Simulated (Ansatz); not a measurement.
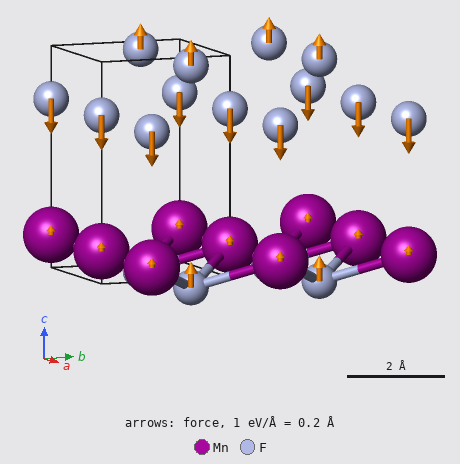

Starting geometry of crystalline MnF$_{2}$ (a generated structure, set up in P4mm) (coarse preliminary run) with the computed forces as orange arrows. Style: ball-and-stick. Shown: the cell of the calculation, repeated 2 × 2 × 1 with one cell outlined, slightly off an axis.

Level of theory: DFT PBE, scalar-relativistic, plane waves, PAW (Ansatz). Set-up: plane-wave cutoff 420 eV; k-point mesh 6 × 6 × 4; occupations gaussian; smearing width 0.1 eV; collinear spin; cell and atoms relaxed; force threshold 0.04 eV/Å; at most 70 steps.

### What follows when this structure is relaxed?

It isn't relaxed: the largest force vector, on an F atom, is 3.68 eV/Å. The atoms end up moving mostly along the starting forces (cosine between the two patterns 0.95). Over 7 accepted moves (9 points after the start) the energy falls by 922 meV per atom. The largest force component goes from 3.7 to 0.00052 eV/Å. The pressure goes from 20.33 to 0.24 GPa. At 2 points the geometry stayed and the basis and grid were re-selected for the new cell (energy shift of 30.3 meV per atom at most each time). The largest move relative to the cell is that of an F atom, 0.52 Å along +c. By element the largest moves are F 0.52 Å, Mn 0.04 Å. The volume changes by +10.0 %, with a = b 2.849 → 3.228 Å (+13.3 %), c 4.620 → 3.956 Å (−14.4 %). Some distances before and after: F–Mn 2.829 → 1.978 Å, F–Mn 1.791 → 1.978 Å, F–Mn 2.117 → 2.283 Å. New bonds form: F–Mn (2.83 → 1.98 Å). Among the angles between lasting bonds that change: F–Mn–F 144.1° → 180.0°, Mn–F–Mn 144.1° → 180.0°, F–Mn–F 72.1° → 90.0°. The space group (tolerance 0.01 Å) goes from P4mm (No. 99) to P4/mmm (No. 123).
